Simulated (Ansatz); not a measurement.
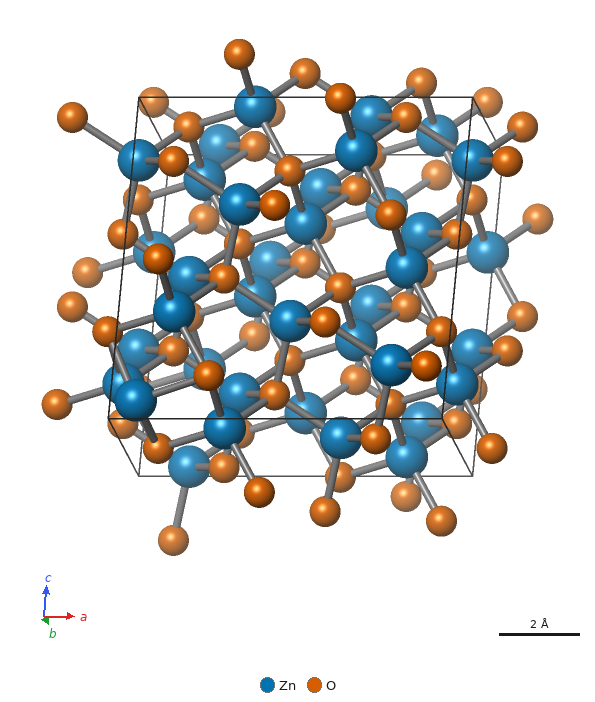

Fig. 1: The starting structure (ball-and-stick view of the cell of the calculation, seen at an oblique angle; bonded neighbours outside the cell are drawn too). Near neighbours in the crystal (not all of them lie inside the picture): Zn has 4 O at 2.00 to 2.01 Å; Zn has 4 O at 2.00 to 2.01 Å and 1 Zn at 2.19 Å; O has 4 Zn at 2.00 to 2.01 Å; O has 5 Zn at 2.00 to 2.10 Å; Zn has 3 O at 2.10 Å and 3 Zn at 2.19 Å.

Zn25O24: geometry relaxation (part 1 of 3)

Zn25O24 (defect cell, 49 atoms in the cell), computed with DFT PBE, scalar-relativistic, plane waves, PAW, no spin polarisation (Ansatz 0.2.0).

The structure derives from a Materials Project entry. It belongs to a series of runs on one base structure; here: Zn interstitial, charge +0, atoms relaxed at the host's cell.

The input:
```yaml
crystal:
  lattice:
    - [-3.2793907958, 5.6800714764, 5.2932332175]
    - [-3.2793907959, -5.6800714763, 5.2932332175]
    - [6.5587815918, -1.0e-10, 5.2932332175]
  atoms:
    - { symbol: Zn, position: [0.3335348034, 0.6668681368, 0.5002014701] }
    - { symbol: Zn, position: [0.6668681368, 0.5002014701, 0.3335348034] }
    - { symbol: Zn, position: [0.0002014701, 0.8335348034, 0.6668681368] }
    - { symbol: Zn, position: [0.1668681368, 0.5002014701, 0.8335348034] }
    - { symbol: Zn, position: [0.5002014701, 0.8335348034, 0.1668681368] }
    - { symbol: Zn, position: [0.1668681368, 0.0002014701, 0.3335348034] }
    - { symbol: Zn, position: [0.5002014701, 0.3335348034, 0.6668681368] }
    - { symbol: Zn, position: [0.8335348034, 0.6668681368, 0.0002014701] }
    - { symbol: Zn, position: [0.8335348034, 0.1668681368, 0.5002014701] }
    - { symbol: Zn, position: [0.3335348034, 0.1668681368, 0.0002014701] }
    - { symbol: Zn, position: [0.6668681368, 0.0002014701, 0.8335348034] }
    - { symbol: Zn, position: [0.0002014701, 0.3335348034, 0.1668681368] }
    - { symbol: Zn, position: [0.3335348034, 0.5002014701, 0.1668681368] }
    - { symbol: Zn, position: [0.6668681368, 0.3335348034, 0.0002014701] }
    - { symbol: Zn, position: [0.0002014701, 0.6668681368, 0.3335348034] }
    - { symbol: Zn, position: [0.1668681368, 0.3335348034, 0.5002014701] }
    - { symbol: Zn, position: [0.5002014701, 0.6668681368, 0.8335348034] }
    - { symbol: Zn, position: [0.1668681368, 0.8335348034, 0.0002014701] }
    - { symbol: Zn, position: [0.5002014701, 0.1668681368, 0.3335348034] }
    - { symbol: Zn, position: [0.8335348034, 0.5002014701, 0.6668681368] }
    - { symbol: Zn, position: [0.8335348034, 0.0002014701, 0.1668681368] }
    - { symbol: Zn, position: [0.3335348034, 0.0002014701, 0.6668681368] }
    - { symbol: Zn, position: [0.6668681368, 0.8335348034, 0.5002014701] }
    - { symbol: Zn, position: [0.0002014701, 0.1668681368, 0.8335348034] }
    - { symbol: O, position: [0.4599018632, 0.7932351966, 0.6265685299] }
    - { symbol: O, position: [0.7932351966, 0.6265685299, 0.4599018632] }
    - { symbol: O, position: [0.1265685299, 0.9599018632, 0.7932351966] }
    - { symbol: O, position: [0.2932351966, 0.6265685299, 0.9599018632] }
    - { symbol: O, position: [0.6265685299, 0.9599018632, 0.2932351966] }
    - { symbol: O, position: [0.2932351966, 0.1265685299, 0.4599018632] }
    - { symbol: O, position: [0.6265685299, 0.4599018632, 0.7932351966] }
    - { symbol: O, position: [0.9599018632, 0.7932351966, 0.1265685299] }
    - { symbol: O, position: [0.9599018632, 0.2932351966, 0.6265685299] }
    - { symbol: O, position: [0.4599018632, 0.2932351966, 0.1265685299] }
    - { symbol: O, position: [0.7932351966, 0.1265685299, 0.9599018632] }
    - { symbol: O, position: [0.1265685299, 0.4599018632, 0.2932351966] }
    - { symbol: O, position: [0.4599018632, 0.6265685299, 0.2932351966] }
    - { symbol: O, position: [0.7932351966, 0.4599018632, 0.1265685299] }
    - { symbol: O, position: [0.1265685299, 0.7932351966, 0.4599018632] }
    - { symbol: O, position: [0.2932351966, 0.4599018632, 0.6265685299] }
    - { symbol: O, position: [0.6265685299, 0.7932351966, 0.9599018632] }
    - { symbol: O, position: [0.2932351966, 0.9599018632, 0.1265685299] }
    - { symbol: O, position: [0.6265685299, 0.2932351966, 0.4599018632] }
    - { symbol: O, position: [0.9599018632, 0.6265685299, 0.7932351966] }
    - { symbol: O, position: [0.9599018632, 0.1265685299, 0.2932351966] }
    - { symbol: O, position: [0.4599018632, 0.1265685299, 0.7932351966] }
    - { symbol: O, position: [0.7932351966, 0.9599018632, 0.6265685299] }
    - { symbol: O, position: [0.1265685299, 0.2932351966, 0.9599018632] }
    - { symbol: Zn, position: [0.0694444444, 0.0694444444, 0.0694444444] }
  host:
    lattice:
      - [3.2793907959, 0.0, 0.0]
      - [-1.6396953979, 2.8400357382, 0.0]
      - [0.0, 0.0, 5.2932332175]
    atoms:
      - { symbol: Zn, position: [0.6666666667, 0.3333333333, 0.5006044103] }
      - { symbol: Zn, position: [0.3333333333, 0.6666666667, 0.0006044103] }
      - { symbol: O, position: [0.6666666667, 0.3333333333, 0.8797055897] }
      - { symbol: O, position: [0.3333333333, 0.6666666667, 0.3797055897] }
basis:
  ecutwfc: 420
  xc_grid: 2
kpoints:
  mp_grid: { grid: [2, 2, 2], shift: [0.5, 0.5, 0.5] }
hamiltonian:
  xc: pbe
scf:
  occupations: { method: gaussian, width: 0.01 }
output:
  forces: true
  stress: false
  eigenvalues: true
  charged_corrections:
    defect_position: [0.06944444, 0.06944444, 0.06944444]
    epsilon: [[10.5527, 0.0, 0.0], [0.0, 10.5527, 0.0], [0.0, 0.0, 11.5861]]
  write_density: true
  write_potential: true
  elf: true
  volumetric_format: npy
relax:
  adjacent_minimum: "off"
  f_tol: 0.025
  max_steps: 45
```

Launch command:
```bash
ansatz run input.yaml --threads 4 --pin off --max-ram 6144MiB --backend cpu --events-out ev --progress --plain --runs-dir out
```

Log:
```
Engine: ansatz 0.2.0, aarch64-unknown-linux-gnu
Pseudopotentials: kind: paw
Pseudopotential: Zn, paw, valence charge 12, recommended cutoff 420 eV (normal), Zn.paw.azcp
Pseudopotential: O, paw, valence charge 6, recommended cutoff 420 eV (normal), O.paw.azcp
Functional definition: PBE
  parameter kappa = 0.804
  parameter beta = 0.06672455060314922
  exchange = pbe_x(kappa = kappa, mu = beta*pi^2/3)
  correlation = pbe_c(beta = beta)
Crystal: 49 atoms, lattice volume = 591.588 Å³
Basis set: ecut = 420 eV, 11543 PW (Γ), exchange–correlation on 120×120×120 points (8 copies of the dense FFT grid, shifted against one another)
Bands: 271, of which v1, the nominal top of the filled ones, is band 222 counted from 1 (221 counted from 0)
Symmetry: 3 space group operations
Space group: R3 (ITA 146), of the structure as read, at distance tolerance 8.4e-5 Å
k-points: 2 of 8 (time reversal used)
Non-local potential: Zn, projectors of the file, l = 0: 2, l = 1: 2, l = 2: 3, l = 3: 1
Non-local potential: O, projectors of the file, l = 0: 2, l = 1: 2, l = 2: 1
PAW form: soft (Blöchl's): semilocal exchange-correlation on the pseudo side does not see the compensation charge
PAW one-centre angular grid: Zn, 590 points (default); XC on 64 Gauss nodes
PAW one-centre angular grid: O, 110 points (default); XC on 64 Gauss nodes
Initial density: superposition of atomic densities (neutral atoms: chi_scale 0, normalization atom), corrected by the library's trained network
Initial wavefunctions: pseudopotential atomic-orbital guess
Functional: x = pbe(κ = 0.804, μ = 0.2195149727645171), c = pbe(β = 0.06672455060314922)
SCF iter   1: F=—  HF=-96598.665750 eV  |F-HF|=—  |Δ(HF+E_count)|=         —  Δρ=4.12e-3  dr2=8.38e-2  ethr=1.77e-3  ⟨swp⟩=5.0  Hψ=2092  notcnv=0  defer=17
preconditioner: auto → Resta (q_TF=auto, 2.601 Å⁻¹)  ε∞=7.6  [insulator: Δε(μ)=1.183 eV  Ē_g=12.486 eV  σ=0.010 eV  W_gap=1.00  n_scr=172 (ndim 8)  ℏωp=32.2 eV  f_vac=0.040  D(μ)=0.00/eV (n_scr^D=0)  ε∞_Penn≈7.6]
SCF iter   2: F=—  HF=-96598.654801 eV  |F-HF|=—  |Δ(HF+E_count)|=   1.09e-2  Δρ=1.81e-3  dr2=1.62e-2  ethr=1.89e-5  ⟨swp⟩=2.0  Hψ=1079  notcnv=0  defer=87
SCF iter   3: F=—  HF=-96598.652493 eV  |F-HF|=—  |Δ(HF+E_count)|=   2.31e-3  Δρ=9.46e-4  dr2=6.99e-3  ethr=3.64e-6  ⟨swp⟩=2.0  Hψ=910  notcnv=0  defer=87
SCF iter   4: F=—  HF=-96598.652238 eV  |F-HF|=—  |Δ(HF+E_count)|=   2.56e-4  Δρ=3.09e-4  dr2=8.12e-4  ethr=1.58e-6  ⟨swp⟩=2.0  Hψ=908  notcnv=0  defer=87
SCF iter   5: F=—  HF=-96598.652175 eV  |F-HF|=—  |Δ(HF+E_count)|=   6.27e-5  Δρ=1.73e-4  dr2=2.28e-4  ethr=1.83e-7  ⟨swp⟩=2.0  Hψ=899  notcnv=0  defer=87
SCF iter   6: F=—  HF=-96598.652151 eV  |F-HF|=—  |Δ(HF+E_count)|=   2.41e-5  Δρ=5.97e-5  dr2=2.04e-5  ethr=5.14e-8  ⟨swp⟩=2.0  Hψ=899  notcnv=0  defer=87
SCF iter   7: F=-96598.652146 eV  HF=-96598.652156 eV  |F-HF|=9.42e-6  |Δ(HF+E_count)|=   4.90e-6  Δρ=4.39e-5  dr2=8.75e-6  ethr=3.52e-9  ⟨swp⟩=18.5  Hψ=6531  notcnv=0
SCF 1 converged in 7 iterations: F = -96598.652146 eV  dr2 = 8.75e-6
  greatest PAW one-centre occupation: 0.989 electrons in one spin orbital (limit 2), on the Zn atom at site 48 (counted from 0), in its partial waves of l = 2
relax step   1: F+E_penalty+E_count = -96598.65214637 eV  Δ(F+E_penalty+E_count) = +0.000e0 eV  max|allowed force component| = 2.742e0 eV/Å  Δτ_max = 0.0000 Å  (7 SCF iters, dr2 threshold 1.56e-5 eV, accepted)
Initial density: handed on by an earlier stage of this run
Initial wavefunctions: those handed on with the density
iter 1 solved again at ethr=6.54e-5 eV; its pass at ethr=3.10e-3 eV (dr2=2.90e-1 eV) is discarded
SCF iter   1: F=—  HF=-96599.718800 eV  |F-HF|=—  |Δ(HF+E_count)|=         —  Δρ=8.30e-3  dr2=2.80e-1  ethr=6.54e-5  ⟨swp⟩=2.0  Hψ=2301  notcnv=0  defer=87
preconditioner: auto → Resta (q_TF=auto, 2.601 Å⁻¹)  ε∞=7.6  [insulator: Δε(μ)=1.145 eV  Ē_g=12.483 eV  σ=0.010 eV  W_gap=1.00  n_scr=172 (ndim 8)  ℏωp=32.2 eV  f_vac=0.036  D(μ)=0.00/eV (n_scr^D=0)  ε∞_Penn≈7.6]
SCF iter   2: F=—  HF=-96599.640631 eV  |F-HF|=—  |Δ(HF+E_count)|=   7.82e-2  Δρ=3.83e-3  dr2=5.03e-2  ethr=6.30e-5  ⟨swp⟩=2.5  Hψ=863  notcnv=0  defer=87
SCF iter   3: F=—  HF=-96599.626772 eV  |F-HF|=—  |Δ(HF+E_count)|=   1.39e-2  Δρ=1.47e-3  dr2=8.97e-3  ethr=1.13e-5  ⟨swp⟩=2.5  Hψ=955  notcnv=0  defer=87
SCF iter   4: F=—  HF=-96599.624549 eV  |F-HF|=—  |Δ(HF+E_count)|=   2.22e-3  Δρ=3.22e-4  dr2=6.21e-4  ethr=2.02e-6  ⟨swp⟩=2.0  Hψ=952  notcnv=0  defer=87
SCF iter   5: F=—  HF=-96599.624967 eV  |F-HF|=—  |Δ(HF+E_count)|=   4.18e-4  Δρ=2.33e-4  dr2=3.43e-4  ethr=1.40e-7  ⟨swp⟩=2.0  Hψ=906  notcnv=0  defer=87
SCF iter   6: F=—  HF=-96599.624867 eV  |F-HF|=—  |Δ(HF+E_count)|=   1.01e-4  Δρ=6.25e-5  dr2=3.47e-5  ethr=7.73e-8  ⟨swp⟩=2.0  Hψ=899  notcnv=0  defer=87
SCF iter   7: F=-96599.624865 eV  HF=-96599.624870 eV  |F-HF|=5.16e-6  |Δ(HF+E_count)|=   3.90e-6  Δρ=3.36e-5  dr2=6.50e-6  ethr=7.82e-9  ⟨swp⟩=18.0  Hψ=6168  notcnv=0
SCF 2 converged in 7 iterations: F = -96599.624865 eV  dr2 = 6.50e-6
relax step   2: F+E_penalty+E_count = -96599.62486530 eV  Δ(F+E_penalty+E_count) = -9.727e-1 eV  max|allowed force component| = 1.579e0 eV/Å  Δτ_max = 0.0817 Å  (7 SCF iters, dr2 threshold 1.00e-4 eV, accepted)
SCF iter   1: F=—  HF=-96600.553431 eV  |F-HF|=—  |Δ(HF+E_count)|=         —  Δρ=1.33e-2  dr2=8.38e-1  ethr=1.56e-3  ⟨swp⟩=4.0  Hψ=1294  notcnv=0  defer=76
preconditioner: auto → Resta (q_TF=auto, 2.601 Å⁻¹)  ε∞=7.7  [insulator: Δε(μ)=1.214 eV  Ē_g=12.474 eV  σ=0.010 eV  W_gap=1.00  n_scr=172 (ndim 8)  ℏωp=32.2 eV  f_vac=0.034  D(μ)=0.00/eV (n_scr^D=0)  ε∞_Penn≈7.7]
SCF iter   2: F=—  HF=-96600.323712 eV  |F-HF|=—  |Δ(HF+E_count)|=   2.30e-1  Δρ=6.11e-3  dr2=1.70e-1  ethr=1.89e-4  ⟨swp⟩=2.0  Hψ=877  notcnv=0  defer=90
SCF iter   3: F=—  HF=-96600.278588 eV  |F-HF|=—  |Δ(HF+E_count)|=   4.51e-2  Δρ=2.27e-3  dr2=2.23e-2  ethr=3.83e-5  ⟨swp⟩=3.0  Hψ=858  notcnv=0  defer=90
SCF iter   4: F=—  HF=-96600.271769 eV  |F-HF|=—  |Δ(HF+E_count)|=   6.82e-3  Δρ=5.00e-4  dr2=1.03e-3  ethr=5.02e-6  ⟨swp⟩=2.0  Hψ=946  notcnv=0  defer=90
SCF iter   5: F=—  HF=-96600.272754 eV  |F-HF|=—  |Δ(HF+E_count)|=   9.85e-4  Δρ=3.12e-4  dr2=4.90e-4  ethr=2.33e-7  ⟨swp⟩=2.0  Hψ=904  notcnv=0  defer=90
SCF iter   6: F=—  HF=-96600.272614 eV  |F-HF|=—  |Δ(HF+E_count)|=   1.40e-4  Δρ=8.47e-5  dr2=5.76e-5  ethr=1.10e-7  ⟨swp⟩=2.0  Hψ=896  notcnv=0  defer=90
SCF iter   7: F=-96600.272612 eV  HF=-96600.272618 eV  |F-HF|=6.65e-6  |Δ(HF+E_count)|=   4.57e-6  Δρ=4.60e-5  dr2=1.30e-5  ethr=1.30e-8  ⟨swp⟩=17.0  Hψ=5664  notcnv=0
SCF 3 converged in 7 iterations: F = -96600.272612 eV  dr2 = 1.30e-5
relax step   3: F+E_penalty+E_count = -96600.27261166 eV  Δ(F+E_penalty+E_count) = -6.477e-1 eV  max|allowed force component| = 3.637e-1 eV/Å  Δτ_max = 0.1296 Å  (7 SCF iters, dr2 threshold 1.00e-4 eV, accepted)
SCF iter   1: F=—  HF=-96600.543827 eV  |F-HF|=—  |Δ(HF+E_count)|=         —  Δρ=1.10e-2  dr2=4.61e-1  ethr=1.85e-3  ⟨swp⟩=4.0  Hψ=1501  notcnv=0  defer=83
preconditioner: auto → Resta (q_TF=auto, 2.601 Å⁻¹)  ε∞=7.7  [insulator: Δε(μ)=1.316 eV  Ē_g=12.455 eV  σ=0.010 eV  W_gap=1.00  n_scr=172 (ndim 8)  ℏωp=32.2 eV  f_vac=0.032  D(μ)=0.00/eV (n_scr^D=0)  ε∞_Penn≈7.7]
SCF iter   2: F=—  HF=-96600.408852 eV  |F-HF|=—  |Δ(HF+E_count)|=   1.35e-1  Δρ=5.37e-3  dr2=1.15e-1  ethr=1.04e-4  ⟨swp⟩=3.0  Hψ=1031  notcnv=0  defer=87
SCF iter   3: F=—  HF=-96600.379212 eV  |F-HF|=—  |Δ(HF+E_count)|=   2.96e-2  Δρ=1.52e-3  dr2=1.29e-2  ethr=2.59e-5  ⟨swp⟩=3.0  Hψ=864  notcnv=0  defer=87
SCF iter   4: F=—  HF=-96600.376180 eV  |F-HF|=—  |Δ(HF+E_count)|=   3.03e-3  Δρ=4.57e-4  dr2=1.57e-3  ethr=2.91e-6  ⟨swp⟩=2.0  Hψ=904  notcnv=0  defer=87
SCF iter   5: F=—  HF=-96600.376534 eV  |F-HF|=—  |Δ(HF+E_count)|=   3.55e-4  Δρ=2.60e-4  dr2=2.96e-4  ethr=3.54e-7  ⟨swp⟩=2.0  Hψ=938  notcnv=0  defer=87
SCF iter   6: F=—  HF=-96600.376431 eV  |F-HF|=—  |Δ(HF+E_count)|=   1.04e-4  Δρ=7.24e-5  dr2=5.63e-5  ethr=6.66e-8  ⟨swp⟩=2.0  Hψ=896  notcnv=0  defer=87
SCF iter   7: F=-96600.376436 eV  HF=-96600.376437 eV  |F-HF|=1.27e-6  |Δ(HF+E_count)|=   6.05e-6  Δρ=2.96e-5  dr2=7.07e-6  ethr=1.86e-9  ⟨swp⟩=15.0  Hψ=4774  notcnv=0
SCF 4 converged in 7 iterations: F = -96600.376436 eV  dr2 = 7.07e-6
  greatest PAW one-centre occupation: 0.990 electrons in one spin orbital (limit 2), on the Zn atom at site 48 (counted from 0), in its partial waves of l = 2
relax step   4: F+E_penalty+E_count = -96600.37643562 eV  Δ(F+E_penalty+E_count) = -1.038e-1 eV  max|allowed force component| = 1.963e-1 eV/Å  Δτ_max = 0.0943 Å  (7 SCF iters, dr2 threshold 8.27e-6 eV, accepted)
```
